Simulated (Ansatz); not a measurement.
# TiPbO3: single-point calculation

The run: single-point calculation of TiPbO3 (P4mm, 5 atoms in the cell). Method and program: DFT, PBE, plane waves, PAW, no spin polarisation (Ansatz 0.2.0).

The structure derives from a Materials Project entry. Figures and captions count atoms from 1; the log counts them from 0 in places.

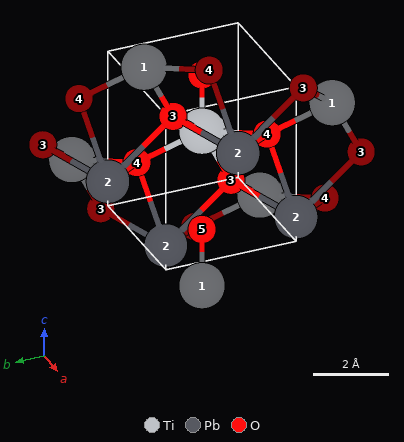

*The structure (ball-and-stick view of the cell of the calculation, seen at an oblique angle; neighbours outside the cell are drawn fainter; atoms are numbered from 1 in the order of the input).*

Near neighbours in the crystal (not all of them lie inside the picture): Ti has 5 O at 1.74 to 1.99 Å; Pb has 4 O at 2.48 Å; O has 2 Pb at 2.48 Å and 2 Ti at 1.99 Å; O has 1 Ti at 1.74 Å.

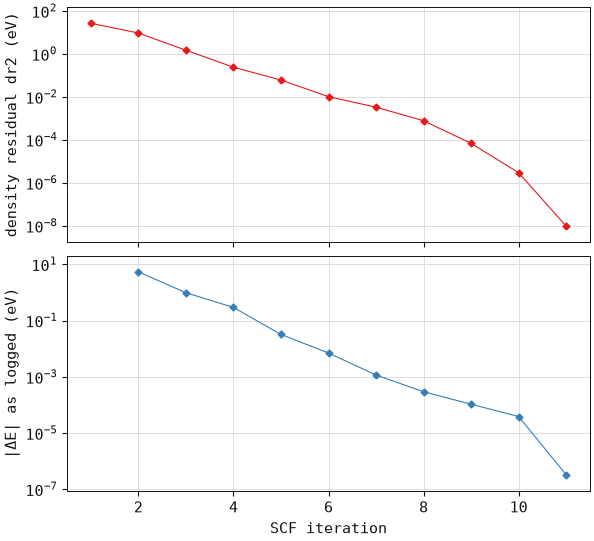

*Convergence of the self-consistent field: density residual dr2 and size of the energy change against the SCF iteration.*

The residual falls at every step.

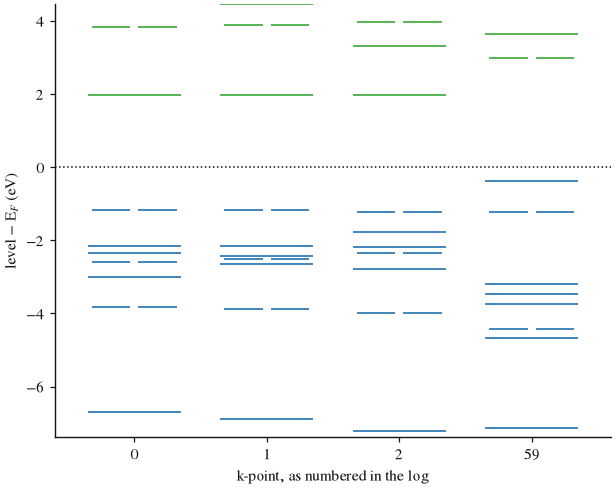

*Kohn–Sham levels near the Fermi level (dotted) at the few k-points that the log prints; levels within 0.02 eV of each other stand side by side.*

Among these points the highest filled and lowest empty levels are 2.35 eV apart; the gap on the full mesh, 1.97 eV, has an edge at a point that isn't printed.

These pictures come from the run below.

The input
```yaml
crystal:
  lattice:
    - [3.8392276433, 0.0, 0.0]
    - [0.0, 3.8392276433, 0.0]
    - [0.0, 0.0, 4.7792241515]
  atoms:
    - { symbol: Ti, position: [0.5, 0.5, 0.5978931517] }
    - { symbol: Pb, position: [0.0, 0.0, 0.1567649457] }
    - { symbol: O, position: [0.0, 0.5, 0.486784711] }
    - { symbol: O, position: [0.5, 0.0, 0.486784711] }
    - { symbol: O, position: [0.5, 0.5, 0.9619724907] }
basis:
  ecutwfc: 420
kpoints:
  mp_grid: { grid: [8, 8, 6] }
hamiltonian:
  xc: pbe
scf:
  occupations: { method: tetrahedron_uncorrected }
  initial_density: { chi_scale: 0.0 }
output:
  forces: true
  eigenvalues: true
  stress: true
```

Launch command:
```bash
ansatz run input.yaml --threads 1 --pin off --max-ram 2560MiB --backend cpu --events-out ev --progress --plain --runs-dir out
```

Output
```
Engine: ansatz 0.2.0, x86_64-unknown-linux-gnu
Pseudopotentials: kind: paw
Pseudopotential: Ti, paw, valence charge 12, recommended cutoff 420 eV (normal), Ti.paw.azcp
Pseudopotential: Pb, paw, valence charge 14, recommended cutoff 420 eV (normal), Pb.paw.azcp
Pseudopotential: O, paw, valence charge 6, recommended cutoff 420 eV (normal), O.paw.azcp
Functional definition: PBE
  parameter kappa = 0.804
  parameter beta = 0.06672455060314922
  exchange = pbe_x(kappa = kappa, mu = beta*pi^2/3)
  correlation = pbe_c(beta = beta)
Crystal: 5 atoms, lattice volume = 70.444 Å³
Basis set: ecut = 420 eV, 1383 PW (Γ), exchange–correlation on 54×54×64 points (8 copies of the dense FFT grid, shifted against one another)
Bands: 27, of which v1, the nominal top of the filled ones, is band 22 counted from 1 (21 counted from 0)
Symmetry: 8 space group operations
Space group: P4mm (ITA 99), of the structure as read, at distance tolerance 4.1e-5 Å
k-points: 60 of 384 (time reversal used)
Non-local potential: Ti, projectors of the file, l = 0: 3, l = 1: 2, l = 2: 3, l = 3: 1
Non-local potential: Pb, projectors of the file, l = 0: 2, l = 1: 2, l = 2: 2, l = 3: 2
Non-local potential: O, projectors of the file, l = 0: 2, l = 1: 2, l = 2: 1
PAW form: soft (Blöchl's): semilocal exchange-correlation on the pseudo side does not see the compensation charge
PAW one-centre angular grid: Ti, 590 points (default); XC on 64 Gauss nodes
PAW one-centre angular grid: Pb, 590 points (default); XC on 64 Gauss nodes
PAW one-centre angular grid: O, 110 points (default); XC on 64 Gauss nodes
Initial density: superposition of atomic densities (chi_scale 0, normalization cell)
Initial wavefunctions: pseudopotential atomic-orbital guess
Functional: x = pbe(κ = 0.804, μ = 0.2195149727645171), c = pbe(β = 0.06672455060314922)
SCF iter   1: F=—  HF=-16119.260560 eV  |F-HF|=—  |Δ(HF+E_count)|=         —  Δρ=1.86e-1  dr2=2.66e1  ethr=3.10e-3  ⟨swp⟩=6.3  Hψ=6205  notcnv=0
preconditioner: auto → Resta (q_TF=auto, 2.522 Å⁻¹)  ε∞=4.7  [insulator: Δε(μ)=3.989 eV  Ē_g=13.861 eV  n_scr=18 (ndim 8)  ℏωp=26.5 eV  f_vac=0.000  ε∞_Penn≈4.7]
SCF iter   2: F=—  HF=-16113.868541 eV  |F-HF|=—  |Δ(HF+E_count)|=    5.39e0  Δρ=1.15e-1  dr2=9.38e0  ethr=3.10e-3  ⟨swp⟩=4.0  Hψ=4301  notcnv=0  defer=60
SCF iter   3: F=—  HF=-16112.888558 eV  |F-HF|=—  |Δ(HF+E_count)|=   9.80e-1  Δρ=4.17e-2  dr2=1.48e0  ethr=3.10e-3  ⟨swp⟩=3.0  Hψ=3949  notcnv=0  defer=60
SCF iter   4: F=—  HF=-16112.595130 eV  |F-HF|=—  |Δ(HF+E_count)|=   2.93e-1  Δρ=1.79e-2  dr2=2.40e-1  ethr=3.10e-3  ⟨swp⟩=2.6  Hψ=2498  notcnv=0  defer=60
SCF iter   5: F=—  HF=-16112.563002 eV  |F-HF|=—  |Δ(HF+E_count)|=   3.21e-2  Δρ=8.82e-3  dr2=6.07e-2  ethr=5.46e-4  ⟨swp⟩=3.5  Hψ=3318  notcnv=0  defer=60
SCF iter   6: F=—  HF=-16112.555992 eV  |F-HF|=—  |Δ(HF+E_count)|=   7.01e-3  Δρ=3.53e-3  dr2=1.02e-2  ethr=1.38e-4  ⟨swp⟩=3.0  Hψ=2400  notcnv=0  defer=60
SCF iter   7: F=—  HF=-16112.557157 eV  |F-HF|=—  |Δ(HF+E_count)|=   1.16e-3  Δρ=1.88e-3  dr2=3.30e-3  ethr=2.32e-5  ⟨swp⟩=3.6  Hψ=3324  notcnv=0  defer=60
SCF iter   8: F=—  HF=-16112.556863 eV  |F-HF|=—  |Δ(HF+E_count)|=   2.94e-4  Δρ=8.98e-4  dr2=7.71e-4  ethr=7.51e-6  ⟨swp⟩=2.8  Hψ=2068  notcnv=0  defer=60
SCF iter   9: F=—  HF=-16112.556757 eV  |F-HF|=—  |Δ(HF+E_count)|=   1.06e-4  Δρ=2.65e-4  dr2=6.87e-5  ethr=1.75e-6  ⟨swp⟩=3.1  Hψ=2270  notcnv=0  defer=60
SCF iter  10: F=—  HF=-16112.556796 eV  |F-HF|=—  |Δ(HF+E_count)|=   3.87e-5  Δρ=5.31e-5  dr2=2.94e-6  ethr=1.56e-7  ⟨swp⟩=3.0  Hψ=2377  notcnv=0  defer=60
SCF iter  11: F=-16112.556795 eV  HF=-16112.556796 eV  |F-HF|=4.98e-9  |Δ(HF+E_count)|=   3.29e-7  Δρ=3.21e-6  dr2=9.54e-9  ethr=2.27e-10  ⟨swp⟩=8.5  Hψ=9465  notcnv=0
SCF 1 converged in 11 iterations: F = -16112.556795 eV  dr2 = 9.54e-9
  greatest PAW one-centre occupation: 0.999 electrons in one spin orbital (limit 2), on the Ti atom at site 0 (counted from 0), in its partial waves of l = 0
SCF converged after 11 iterations
Free energy (F): -16112.556795 eV
Harris-Foulkes:  -16112.556796 eV  (|F-HF|=4.98e-9)
Internal energy: -16112.556795 eV  (E = F + TS)
E sigma→0 (E₀):  -16112.556795 eV
Fermi energy:    8.818707 eV
--- Per-component energies (eV) ---
  E_band       = -242.463041
  E_kinetic    = 1083.619276
  E_local      = -3030.346493  (includes V_loc(G=0)·N_el)
  E_nonlocal   = 497.796875
  E_hartree    = 1174.584630
  E_xc         = -541.387323
  E_vxc        = -538.855064  (∫ρ·V_xc dr)
  E_paw        = -11921.967994  (= ΣΔE_a)
  E_vpaw       = -603.857765  (= ΣTr[D̂ρ^β])
  E_aug_tail   = 0.007512  (compensation charges beyond the density's cutoff)
  E_ewald      = -3374.863279
  E_smearing   = -0.000000  (= −TS)
  E_closure    = 0.000000  (closes the sum)
  Σ components = -16112.556795   (vs F -16112.556795, Δ=0.00e0)
--- Forces (eV/Å), atoms counted from 1 ---
  atom   1  Ti    -0.00000000    -0.00000000    -0.00007596
  atom   2  Pb    -0.00000000    -0.00000000     0.00032232
  atom   3  O      0.00000000     0.00000000    -0.00023034
  atom   4  O      0.00000000     0.00000000    -0.00023034
  atom   5  O     -0.00000000     0.00000000     0.00024537
  max |Σ_I F_I| component: 3.10e-5 eV/Å
--- Stress (GPa, compression-positive) ---
       -0.001694       0.000000       0.000000
        0.000000      -0.001694      -0.000000
        0.000000      -0.000000       0.020972
  P = ⅓ Tr σ = 0.0059 GPa (0.059 kbar)
--- Band table (eV; the first three rows and the last of 60) ---
  k-point 0: bands = ["-47.8458", "-24.2809", "-24.0762", "-24.0762", "-9.1099", "-8.1787", "-7.7977", "-6.7445", "-6.7445", "-6.7097", "-6.6934", "-6.5251", "2.1256", "4.9864", "4.9864", "5.8201", "6.2338", "6.2338", "6.4674", "6.6643", "7.6459", "7.6459", "10.7901", "12.6557", "12.6557", "13.3168", "13.7859"]
  k-point 1: bands = ["-47.8458", "-24.2821", "-24.0762", "-24.0762", "-9.0757", "-8.1735", "-7.8074", "-6.7455", "-6.7455", "-6.7096", "-6.6964", "-6.5320", "1.9285", "4.9315", "4.9315", "6.1601", "6.3194", "6.3194", "6.3798", "6.6543", "7.6348", "7.6348", "10.7893", "12.6985", "12.6985", "13.2692", "13.3249"]
  k-point 2: bands = ["-47.8457", "-24.2845", "-24.0761", "-24.0761", "-9.0036", "-8.1629", "-7.8304", "-6.7474", "-6.7474", "-6.7094", "-6.7021", "-6.5459", "1.6004", "4.8354", "4.8354", "6.0474", "6.4844", "6.4844", "6.6338", "7.0446", "7.6048", "7.6048", "10.7875", "12.1234", "12.7900", "12.7900", "13.3401"]
  k-point 59: bands = ["-47.8423", "-24.2763", "-24.1419", "-24.1419", "-8.2447", "-8.2447", "-7.8440", "-6.6952", "-6.6743", "-6.5696", "-6.3544", "-6.3544", "1.6783", "4.1565", "4.3945", "4.3945", "5.0743", "5.3415", "5.6139", "7.5937", "7.5937", "8.4403", "11.7999", "11.7999", "12.4733", "13.8005", "14.5653"]
```

Summary

- outcome: converged
- space group (tolerance 0.01 Å): P4mm (99)
- electrons treated: 44
- free energy: −16112.5568 eV
- Fermi energy: 8.819 eV
- gap on the k-point mesh: 1.97 eV
- pressure: 0.01 GPa
- largest force (length of the vector): under 0.001 eV/Å
- hardware: 1 thread of AMD EPYC (Zen 5), 16 GiB of memory available, shared host
- wall time: 4.5 s
- peak memory: 0.42 GiB

Settings chosen away from the usual ones: scf.occupations.width removed; scf.occupations.method set to tetrahedron_uncorrected (from gaussian); scf.initial_density.chi_scale set to 0.0. Spin–orbit coupling is left out, which matters for Pb.
